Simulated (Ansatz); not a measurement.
# BaTiO3 (R3m): a band-gap study from LDA to G0W0 at the band limit

The study climbs from cheap functionals to G0W0 on BaTiO3 (R3m) and then asks what each convergence step is worth.

Calculated with Ansatz 0.2.0; density functionals, hybrids, G0W0, plane waves, PAW.

In doubt: the elements are of a kind flagged for part-filled d or f shells, though by formal charges that shell is empty here, so the flag may not apply.

## Step 1: The structure

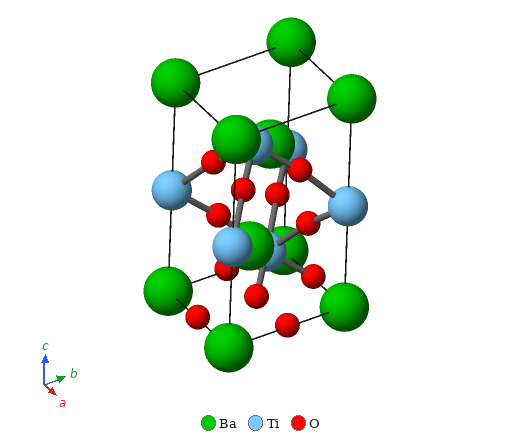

The starting structure, seen slightly off an axis (barium green, titanium blue, oxygen red). This picture shows the conventional cell, with its axes. Some periodic images of atoms are drawn too.

Structure file:

```cif
data_structure
_symmetry_space_group_name_H-M 'R3m:H'
_symmetry_Int_Tables_number 160
_cell_length_a 5.6547
_cell_length_b 5.6547
_cell_length_c 6.9552
_cell_angle_alpha 90.000
_cell_angle_beta 90.000
_cell_angle_gamma 120.000
_cell_volume 192.60
loop_
_atom_site_label
_atom_site_type_symbol
_atom_site_symmetry_multiplicity
_atom_site_Wyckoff_symbol
_atom_site_fract_x
_atom_site_fract_y
_atom_site_fract_z
_atom_site_occupancy
Ba1 Ba 3 a 0.00000 0.00000 0.00000 1
Ti1 Ti 3 a 0.33333 0.66667 0.15117 1
O1 O 9 b 0.49703 0.99407 0.01157 1
```

The cell and positions come from the Crystallography Open Database and are kept as given unless a step says otherwise. Spin-orbit coupling is left out unless a step names it.

## Step 2: LDA bands

The cheap functional maps the bands first; the places of the edges decide which points the dearer methods must see.

This step: DFT, LDA, plane waves, PAW; PAW set soft_1.

File input.yaml:

```yaml
crystal:
  lattice:
    - [2.8273666084, 1.6323808724, 2.3183934932]
    - [-2.8273666084, 1.6323808724, 2.3183934932]
    - [0.0, -3.2647617449, 2.3183934932]
  atoms:
    - { symbol: Ba, position: [0.0, 0.0, 0.0] }
    - { symbol: Ti, position: [0.4845, 0.4845, 0.4845] }
    - { symbol: O, position: [0.5086, 0.5086, 0.0175] }
    - { symbol: O, position: [0.0175, 0.5086, 0.5086] }
    - { symbol: O, position: [0.5086, 0.0175, 0.5086] }
kpoints:
  mp_grid: { grid: [6, 6, 6] }
  band_path:
    path:
      - [[0.0, 0.0, 0.0], [0.5, 0.5, 0.5], [0.50282879, 0.49717121, 0.5]]
      - [[0.5, -0.49717121, 0.49717121], [0.5, 0.0, 0.0], [0.0, 0.0, 0.0], [0.49858561, -0.49858561, 0.0]]
      - [[0.50141439, 0.0, 0.49858561], [0.5, 0.0, 0.5], [0.0, 0.0, 0.0]]
    npoints: 10
hamiltonian:
  xc: lda
  pseudopotentials: { kind: paw, azcp: { folder: soft_1 }, xc_functional: pbe }
scf:
  occupations: { method: fermi_dirac, width: 0.02 }
  n_extra_bands: 5
output:
  eigenvalues: true
  write_density: true
  write_potential: true
  elf: true
  volumetric_format: npy
```

Run with:

```sh
$ ansatz run input.yaml --threads 4 --pin off --max-ram 138240MiB --backend cuda --events-out ev --progress --plain --runs-dir out --devices 1 --max-vram 26GiB
```

Numbers of over 12 decimals in the logs are rounded to 6 here.

The log of the run:

```text
scf.n_extra_bands = 5 over 20 filled bands (N_el = 40.0): the run solves 25 bands
GPUs: using 1 of 1 available (devices: 1).
Engine: ansatz 0.2.0, x86_64-unknown-linux-gnu
Pseudopotentials: kind: paw
Pseudopotential: Ba, paw, valence charge 10, recommended cutoff 420 eV (normal), soft_1/Ba.paw.azcp
Pseudopotential: Ti, paw, valence charge 12, recommended cutoff 420 eV (normal), soft_1/Ti.paw.azcp
Pseudopotential: O, paw, valence charge 6, recommended cutoff 420 eV (normal), soft_1/O.paw.azcp
Functional definition: SPW92
  exchange = slater_x
  correlation = pw_c
device memory: the entry about to start is reckoned to put 1.1 GiB on a device that reports 32.4 GiB free (of which the cap on the GPU budget leaves the run 26.0 GiB)
GPU FFT provider: cuFFT
GPU libraries: cuBLAS 13.8.2, cuFFT 12.4.0, cuSOLVER 12.3.4
Crystal: 5 atoms, lattice volume = 64.201 Å³
Basis set: ecut = 420 eV, 1237 PW (Γ)
Bands: 25, of which v1, the nominal top of the filled ones, is band 20 counted from 1 (19 counted from 0)
Symmetry: 6 space group operations
Space group: R3m (ITA 160), of the structure as read, at distance tolerance 4.0e-5 Å
k-points: 32 of 216 (time reversal used)
Non-local potential: Ba, projectors of the file, l = 0: 3, l = 1: 2, l = 2: 2, l = 3: 2
Non-local potential: Ti, projectors of the file, l = 0: 3, l = 1: 2, l = 2: 3, l = 3: 1
Non-local potential: O, projectors of the file, l = 0: 2, l = 1: 2, l = 2: 1
PAW form: soft (Blöchl's): semilocal exchange-correlation on the pseudo side does not see the compensation charge
PAW frozen core: Ba, regenerated for the run's functional, and the local potential with it (the file was generated under x = pbe(κ = 0.804, μ = 0.219515), c = pbe(β = 0.066725))
PAW frozen core: Ti, regenerated for the run's functional, and the local potential with it (the file was generated under x = pbe(κ = 0.804, μ = 0.219515), c = pbe(β = 0.066725))
PAW frozen core: O, regenerated for the run's functional, and the local potential with it (the file was generated under x = pbe(κ = 0.804, μ = 0.219515), c = pbe(β = 0.066725))
PAW one-centre angular grid: Ba, 194 points (default); XC on 64 Gauss nodes
PAW one-centre angular grid: Ti, 590 points (default); XC on 64 Gauss nodes
PAW one-centre angular grid: O, 110 points (default); XC on 64 Gauss nodes
Initial density: superposition of atomic densities (chi_scale 0.1, normalization cell, long waves kept (reshape's long-wave potential 0.00 eV rms))
Initial wavefunctions: pseudopotential atomic-orbital guess
GPU buffer pool allocated for 19683 grid points (all kernels)
GPU transforms: local potential and band sums: pruned to the plane-wave sphere, on 27×27×27
Functional: x = slater, c = lda
SCF iter   1: F=—  HF=-9905.100297 eV  |F-HF|=—  |Δ(HF+E_count)|=         —  Δρ=5.59e-2  dr2=1.95e0  ethr=3.10e-3  ⟨swp⟩=8.9  Hψ=4232  notcnv=0
preconditioner: auto → Resta (q_TF=auto, 2.521 Å⁻¹)  ε∞=5.9  [insulator: Δε(μ)=2.556 eV  Ē_g=11.514 eV  σ=0.020 eV  W_gap=1.00  n_scr=18 (ndim 8)  ℏωp=25.4 eV  f_vac=0.000  D(μ)=0.00/eV (n_scr^D=0)  ε∞_Penn≈5.9]
SCF iter   2: F=—  HF=-9904.716576 eV  |F-HF|=—  |Δ(HF+E_count)|=   3.84e-1  Δρ=2.48e-2  dr2=5.72e-1  ethr=3.10e-3  ⟨swp⟩=2.2  Hψ=1452  notcnv=0  defer=32
SCF iter   3: F=—  HF=-9904.604829 eV  |F-HF|=—  |Δ(HF+E_count)|=   1.12e-1  Δρ=7.75e-3  dr2=6.29e-2  ethr=1.43e-3  ⟨swp⟩=2.3  Hψ=2359  notcnv=0  defer=32
SCF iter   4: F=—  HF=-9904.586239 eV  |F-HF|=—  |Δ(HF+E_count)|=   1.86e-2  Δρ=1.65e-3  dr2=1.48e-3  ethr=1.57e-4  ⟨swp⟩=2.3  Hψ=1419  notcnv=0  defer=32
SCF iter   5: F=—  HF=-9904.586107 eV  |F-HF|=—  |Δ(HF+E_count)|=   1.31e-4  Δρ=2.69e-4  dr2=3.92e-5  ethr=3.70e-6  ⟨swp⟩=2.2  Hψ=1283  notcnv=0  defer=32
SCF iter   6: F=—  HF=-9904.586312 eV  |F-HF|=—  |Δ(HF+E_count)|=   2.05e-4  Δρ=3.86e-5  dr2=9.42e-7  ethr=9.79e-8  ⟨swp⟩=2.5  Hψ=1246  notcnv=0  defer=32
SCF iter   7: F=-9904.586312 eV  HF=-9904.586312 eV  |F-HF|=2.11e-8  |Δ(HF+E_count)|=   8.76e-8  Δρ=9.12e-6  dr2=4.10e-8  ethr=2.50e-10  ⟨swp⟩=9.0  Hψ=3039  notcnv=0
SCF 1 converged in 7 iterations: F = -9904.586312 eV  dr2 = 4.10e-8
[...]
device memory: the entry about to start is reckoned to put 1.9 GiB on a device that reports 32.3 GiB free (of which the cap on the GPU budget leaves the run 26.0 GiB)
NSCF: frozen V_eff on 73 k-points, pencils in batches of 32, up to order 112
SCF converged after 7 iterations
Free energy (F): -9904.586312 eV
Harris-Foulkes:  -9904.586312 eV  (|F-HF|=2.11e-8)
Internal energy: -9904.586312 eV  (E = F + TS)
E sigma→0 (E₀):  -9904.586312 eV
Fermi energy:    11.002667 eV
--- Per-component energies (eV) ---
  E_band       = -151.075145
  E_kinetic    = 942.925149
  E_local      = -2203.245248  (includes V_loc(G=0)·N_el)
  E_nonlocal   = 320.899654
  E_hartree    = 842.712903
  E_xc         = -526.080420
  E_vxc        = -549.310967  (∫ρ·V_xc dr)
  E_paw        = -6473.486143  (= ΣΔE_a)
  E_vpaw       = -347.779282  (= ΣTr[D̂ρ^β])
  E_aug_tail   = 0.002241  (compensation charges beyond the density's cutoff)
  E_ewald      = -2809.213684
  E_core_change = 0.899235  (= ΣΔE_core)
  E_smearing   = -0.000000  (= −TS)
  E_closure    = -0.000000  (closes the sum)
  Σ components = -9904.586312   (vs F -9904.586312, Δ=0.00e0)
--- Band table (eV; the first three rows and the last of 32) ---
  k-point 0: bands = [... 16 lower, 8.7190, 9.3231, 9.4668, 9.4668, 12.1728, 12.1728, 12.3278, 14.3950, ... 1 higher]
  k-point 1: bands = [... 16 lower, 8.5493, 8.9132, 9.3463, 9.3605, 12.2229, 12.5573, 12.5836, 14.3913, ... 1 higher]
  k-point 2: bands = [... 16 lower, 8.2470, 8.3615, 9.0310, 9.1280, 12.2966, 13.2442, 13.3394, 14.3767, ... 1 higher]
  k-point 31: bands = [... 16 lower, 7.5312, 9.8033, 9.8033, 9.8179, 14.1730, 14.3221, 14.3221, 16.4735, ... 1 higher]
```

It took 7.4 s on 1 × NVIDIA H100 80GB HBM3 (shared by 3 runs) with 4 threads of AMD EPYC 7R13 (Zen 3), shared host; peak memory 0.91 GiB.

Numbers from this step:

```yaml
filled_bands: 20
gap: 2.355 eV
valence_top_at: T
conduction_bottom_at: Γ
least_direct_gap: 2.686 eV
```

The gap is indirect, with the least direct gap 0.33 eV higher.

The electronic bands at the labelled points (eV, zero at the top of the highest nominally filled band):

| point | band 17 | band 18 | band 19 | band 20 | band 21 | band 22 | band 23 | band 24 |
| --- | --- | --- | --- | --- | --- | --- | --- | --- |
| Γ | -1.10 | -0.49 | -0.35 | -0.35 | 2.35 | 2.35 | 2.51 | 4.58 |
| T | -2.29 | -0.01 | -0.01 | 0.00 | 4.36 | 4.50 | 4.50 | 6.66 |
| H2 | -2.29 | -0.01 | -0.01 | 0.00 | 4.35 | 4.50 | 4.50 | 6.66 |
| jump to H0 | -2.29 | -0.01 | -0.01 | 0.00 | 4.35 | 4.50 | 4.50 | 6.66 |
| L | -1.68 | -1.62 | -0.93 | -0.79 | 2.51 | 3.80 | 3.89 | 4.54 |
| Γ | -1.10 | -0.49 | -0.35 | -0.35 | 2.35 | 2.35 | 2.51 | 4.58 |
| S0 | -1.60 | -0.85 | -0.81 | -0.05 | 3.88 | 3.88 | 4.22 | 5.13 |
| jump to S2 | -1.60 | -0.85 | -0.81 | -0.05 | 3.88 | 3.88 | 4.22 | 5.13 |
| F | -1.60 | -0.85 | -0.81 | -0.05 | 3.88 | 3.88 | 4.22 | 5.13 |
| Γ | -1.10 | -0.49 | -0.35 | -0.35 | 2.35 | 2.35 | 2.51 | 4.58 |

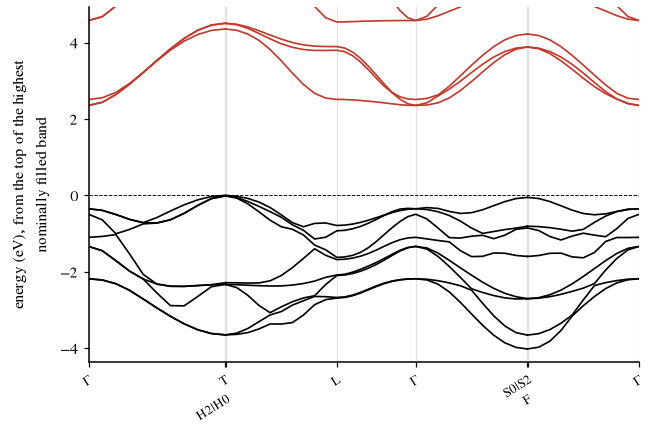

Electronic bands along the path; lines of filled and empty bands in two colours.

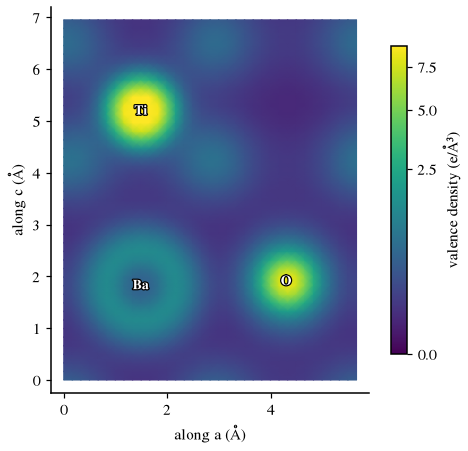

Valence density in the ac plane of the conventional cell at fractional y = 0.000, with atoms of Ba and Ti and O within 0.2 Å of it. It is the smooth field of the valence electrons, not physical close to the nuclei. The map starts off the cell's origin, so that atoms lie inside it. The colour scale is stretched toward low values.

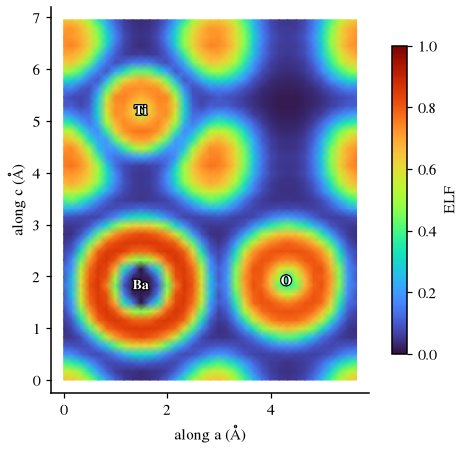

ELF in the ac plane of the conventional cell at fractional y = 0.000, with atoms of Ba and Ti and O within 0.2 Å of it. It is the smooth field of the valence electrons, not physical close to the nuclei. The map starts off the cell's origin, so that atoms lie inside it.

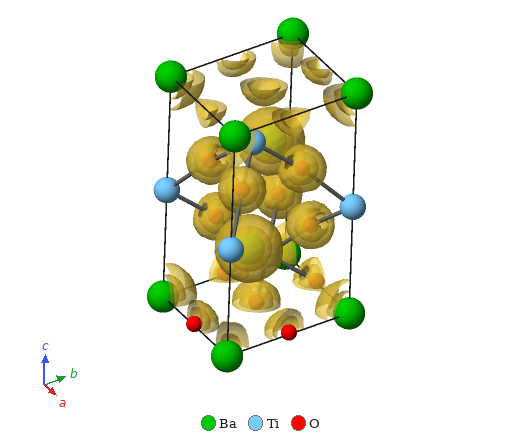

Surface of ELF = 0.79.

## Step 3: LDA+SOC

Spin-orbit coupling can split or shift the edges; a non-collinear run measures by how much.

This step: DFT, LDA with spin-orbit coupling, plane waves, PAW; PAW set soft_1.

File input.yaml:

```yaml
crystal:
  lattice:
    - [2.8273666084, 1.6323808724, 2.3183934932]
    - [-2.8273666084, 1.6323808724, 2.3183934932]
    - [0.0, -3.2647617449, 2.3183934932]
  atoms:
    - { symbol: Ba, position: [0.0, 0.0, 0.0] }
    - { symbol: Ti, position: [0.4845, 0.4845, 0.4845] }
    - { symbol: O, position: [0.5086, 0.5086, 0.0175] }
    - { symbol: O, position: [0.0175, 0.5086, 0.5086] }
    - { symbol: O, position: [0.5086, 0.0175, 0.5086] }
kpoints:
  mp_grid: { grid: [6, 6, 6] }
  band_path:
    path:
      - [0.0, 0.0, 0.0]
      - [0.5, 0.5, 0.5]
      - [0.50282879, 0.49717121, 0.5]
      - [0.5, -0.49717121, 0.49717121]
      - [0.5, 0.0, 0.0]
      - [0.49858561, -0.49858561, 0.0]
      - [0.50141439, 0.0, 0.49858561]
      - [0.049858561, -0.049858561, 0.0]
    npoints: 1
hamiltonian:
  xc: lda
  pseudopotentials: { kind: paw_fr, azcp: { folder: soft_1 }, xc_functional: pbe }
scf:
  occupations: { method: fixed }
  n_extra_bands: 10
magnetization:
  noncollinear: true
  spin_orbit: true
output:
  eigenvalues: true
```

The log of the run:

```text
[...]
GPUs: using 1 of 1 available (devices: 1).
[...]
non-collinear run that drives no moment, with spin-orbit: no starting moment large enough to seed its density (crystal.atoms[].spin), no starting occupations that ask for one, no magnetisation constraint and no magnetic field, so the semilocal B_xc is pinned to zero
[...]
GPU FFT provider: cuFFT
[...]
k-point 0: bands = [... 36 lower, 9.4534, 9.4534, 9.5138, 9.5138, 12.1643, 12.1643, 12.1756, 12.1756, ... 6 higher]
  k-point 1: bands = [... 36 lower, 9.2852, 9.3468, 9.3924, 9.3977, 12.2159, 12.2252, 12.5469, 12.5557, ... 6 higher]
  k-point 2: bands = [... 36 lower, 9.0144, 9.0340, 9.1305, 9.1350, 12.2932, 12.2959, 13.2366, 13.2451, ... 6 higher]
  k-point 31: bands = [... 36 lower, 9.8067, 9.8067, 9.8188, 9.8188, 14.1710, 14.1710, 14.3178, 14.3178, ... 6 higher]
[key lines of the parts left out:]
SCF converged after 8 iterations
Magnetization: |M| = 0.0000 μB,  M = (+0.0000, +0.0000, +0.0000) μB
Free energy (F): -9909.245262 eV
Fermi energy:    9.818828 eV
```

Wall time 9.1 s (1 × NVIDIA H100 80GB HBM3 (shared by 3 runs) with 4 threads); peak memory 0.95 GiB.

Numbers from this step:

- gap: 2.345 eV
- valence top at: H_2
- conduction bottom at: Γ
- least direct gap: 2.633 eV

The gap stands −0.01 eV against LDA.

## Step 4: HSE06

HSE06 mixes in a quarter of exact exchange at short range. Exchange couples all pairs of k points, which makes a full band path dear, so levels are read on the mesh and at chosen points.

This step: DFT, HSE06, plane waves, PAW; PAW set soft_1.

Changes to input.yaml since step 3:

```diff
@@ -12,3 +12,3 @@
 kpoints:
-  mp_grid: { grid: [6, 6, 6] }
+  mp_grid: { grid: [4, 4, 4] }
   band_path:
@@ -25,10 +25,7 @@
 hamiltonian:
-  xc: lda
-  pseudopotentials: { kind: paw_fr, azcp: { folder: soft_1 }, xc_functional: pbe }
+  xc: hse06
+  pseudopotentials: { kind: paw, azcp: { folder: soft_1 } }
 scf:
   occupations: { method: fixed }
-  n_extra_bands: 10
-magnetization:
-  noncollinear: true
-  spin_orbit: true
+  n_extra_bands: 5
 output:
```

The log of the run:

```text
[...]
GPUs: using 1 of 1 available (devices: 1).
[...]
davidson cushion auto → on  (no smearing: the cushion is to keep the highest requested band from converging to the state above it; pin scf.eigensolver.cushion to override)
[...]
GPU FFT provider: cuFFT
GPU libraries: cuBLAS 13.8.2, cuFFT 12.4.0, cuSOLVER 12.3.4
Crystal: 5 atoms, lattice volume = 64.201 Å³
Basis set: ecut = 420 eV, 1237 PW (Γ)
[...]
Fermi energy:    9.171231 eV
[...]
--- Band table (eV; the first three rows and the last of 13) ---
  k-point 0: bands = [... 16 lower, 8.0053, 8.7041, 8.8117, 8.8117, 13.0610, 13.0610, 13.2022, 15.1706, ... 1 higher]
  k-point 1: bands = [... 16 lower, 7.6932, 7.9023, 8.5391, 8.5487, 13.1544, 13.8114, 13.9056, 15.1656, ... 1 higher]
  k-point 2: bands = [... 16 lower, 7.4467, 7.4833, 8.1959, 8.3068, 13.2353, 14.6286, 14.7342, 15.1323, ... 1 higher]
  k-point 12: bands = [... 16 lower, 6.7644, 9.1579, 9.1579, 9.1712, 15.2707, 15.4399, 15.4399, 17.4813, ... 1 higher]
[key lines of the parts left out:]
Free energy (F): -10163.664796 eV
```

It took 19 s on 1 × NVIDIA H100 80GB HBM3 (shared by 3 runs) with 4 threads; peak memory 1.2 GiB.

Numbers from this step:

- gap: 3.890 eV
- valence top at: T
- conduction bottom at: Γ
- least direct gap: 4.214 eV

The gap stands +1.53 eV against LDA.

## Step 5: HSE06+SOC

This step: DFT, HSE06 with spin-orbit coupling, plane waves, PAW; PAW set soft_1.

Changes to input.yaml since step 4:

```diff
@@ -26,6 +26,9 @@
   xc: hse06
-  pseudopotentials: { kind: paw, azcp: { folder: soft_1 } }
+  pseudopotentials: { kind: paw_fr, azcp: { folder: soft_1 } }
 scf:
   occupations: { method: fixed }
-  n_extra_bands: 5
+  n_extra_bands: 10
+magnetization:
+  noncollinear: true
+  spin_orbit: true
 output:
```

The log of the run:

```text
[...]
GPUs: using 1 of 1 available (devices: 1).
[...]
GPU FFT provider: cuFFT
GPU libraries: cuBLAS 13.8.2, cuFFT 12.4.0, cuSOLVER 12.3.4
Crystal: 5 atoms, lattice volume = 64.201 Å³
Basis set: ecut = 420 eV, 1237 PW (Γ)
Bands: 50, of which v1, the nominal top of the filled ones, is band 40 counted from 1 (39 counted from 0)
Symmetry: 6 space group operations + 6 with time reversal
[...]
--- Band table (eV; the first three rows and the last of 13) ---
  k-point 0: bands = [... 36 lower, 8.8111, 8.8111, 8.8659, 8.8659, 13.0511, 13.0511, 13.0651, 13.0651, ... 6 higher]
  k-point 1: bands = [... 36 lower, 8.4837, 8.5311, 8.5807, 8.5854, 13.1494, 13.1553, 13.8026, 13.8137, ... 6 higher]
  k-point 2: bands = [... 36 lower, 8.1907, 8.1907, 8.3082, 8.3082, 13.2333, 13.2333, 14.6250, 14.6250, ... 6 higher]
  k-point 12: bands = [... 36 lower, 9.1626, 9.1626, 9.1737, 9.1737, 15.2687, 15.2687, 15.4335, 15.4335, ... 6 higher]
[key lines of the parts left out:]
Magnetization: |M| = 0.0000 μB,  M = (+0.0000, +0.0000, +0.0000) μB
Free energy (F): -10161.925938 eV
Fermi energy:    9.173663 eV
```

Wall time 61 s (1 × NVIDIA H100 80GB HBM3 (shared by 3 runs) with 4 threads); peak memory 1.8 GiB; 2 min of CPU time.

Numbers from this step:

```
gap                  : 3.877 eV
valence top at       : H_2
conduction bottom at : Γ
least direct gap     : 4.153 eV
```

The gap stands −0.01 eV against HSE06.

## Step 6: G0W0, 6×6×6 mesh, 168 empty bands, screening to 110 eV, hard PAW files

G0W0 replaces the xc potential by the self-energy, built once from these orbitals. Only a window of levels is corrected, while the sums run over the empty bands that the input names. This step takes hard PAW files.

This step: G0W0 on LDA, plane waves, PAW.

File input.yaml:

```yaml
crystal:
  lattice:
    - [2.8273666084, 1.6323808724, 2.3183934932]
    - [-2.8273666084, 1.6323808724, 2.3183934932]
    - [0.0, -3.2647617449, 2.3183934932]
  atoms:
    - { symbol: Ba, position: [0.0, 0.0, 0.0] }
    - { symbol: Ti, position: [0.4845, 0.4845, 0.4845] }
    - { symbol: O, position: [0.5086, 0.5086, 0.0175] }
    - { symbol: O, position: [0.0175, 0.5086, 0.5086] }
    - { symbol: O, position: [0.5086, 0.0175, 0.5086] }
kpoints:
  mp_grid: { grid: [6, 6, 6] }
hamiltonian:
  xc: lda
  pseudopotentials: { kind: paw, source: ansatz }
scf:
  occupations: { method: fixed }
gw:
  n_empty_bands: 168
  ecut_chi: 110.0
  qp_bands: [v2, c2]
  qp_kpoints: band_edges
  screening: { model: contour_deformation }
```

The log of the run:

```text
GPUs: using 1 of 1 available (devices: 1).
[...]
GPU FFT provider: cuFFT
GPU libraries: cuBLAS 13.8.2, cuFFT 12.4.0, cuSOLVER 12.3.4
Crystal: 5 atoms, lattice volume = 64.201 Å³
Basis set: ecut = 930 eV, 4103 PW (Γ)
Bands: 25, of which v1, the nominal top of the filled ones, is band 20 counted from 1 (19 counted from 0)
Symmetry: 6 space group operations
[...]
k-points: 32 of 216 (time reversal used)
[...]
30    22     14.0698   -14.3588    -7.3241   -23.3091  0.6969    15.7871    15.6960  root
    31    19      9.8602   -25.7254     4.6804   -20.8869  0.7254     9.7017     9.7021  root
    31    20      9.8747   -25.7490     4.6904   -20.9005  0.7255     9.7161     9.7165  root
    31    21     14.2304   -14.5891    -7.4934   -23.7007  0.6893    15.9458    15.8486  root
    31    22     14.3803   -14.6902    -7.5817   -23.8989  0.6861    16.1099    16.0073  root ?
[key lines of the parts left out:]
SCF converged after 10 iterations
Free energy (F): -9890.376212 eV
Fermi energy:    9.874652 eV
```

It took 72 s on 1 × NVIDIA H100 80GB HBM3 (shared by 3 runs) with 4 threads; peak memory 1.7 GiB; 2.1 min of CPU time.

This step gave:

```yaml
bands_summed: 188
rpa_eps_infinity_on_this_mesh_eigenvalues: 5.391, 5.873, 5.873
plane_waves_in_the_screening_matrix: 171
g0w0_gap_on_the_mesh: 4.082 eV
k_of_the_valence_top: -0.5, -0.5, -0.5
k_of_the_conduction_bottom: 0, 0, 0
starting_gap_on_the_mesh: 2.347 eV
least_direct_g0w0_gap_on_the_computed_points: 4.390 eV
```

The gap on the mesh goes from 2.35 eV to 4.08 eV, a correction of +1.73 eV. Between the two edge states, bare exchange in place of the xc potential would open the gap by 12.44 eV, and correlation takes back 10.71 eV.

(Continued in part 2 of 2.)

[Paths, hosts, dates, memory and timing lines, banners, echoed tables and standing remarks are left out of the program output.]

[Logs are printed without paths, hosts, clocks, repeated set-up lines and the standing remarks that a program may print on its own settings, such as how far it seeks lower states.]

[Runs of the session that timed out or met a known fault of the program may be left out.]

[Cells called generated may have been cut or substituted from an entry of the Crystallography Open Database or the Materials Project.]

[Hosts, paths, dates, database ids (printed as entryN), source tags and the programs' standing remarks are cut or masked in the printed files.]
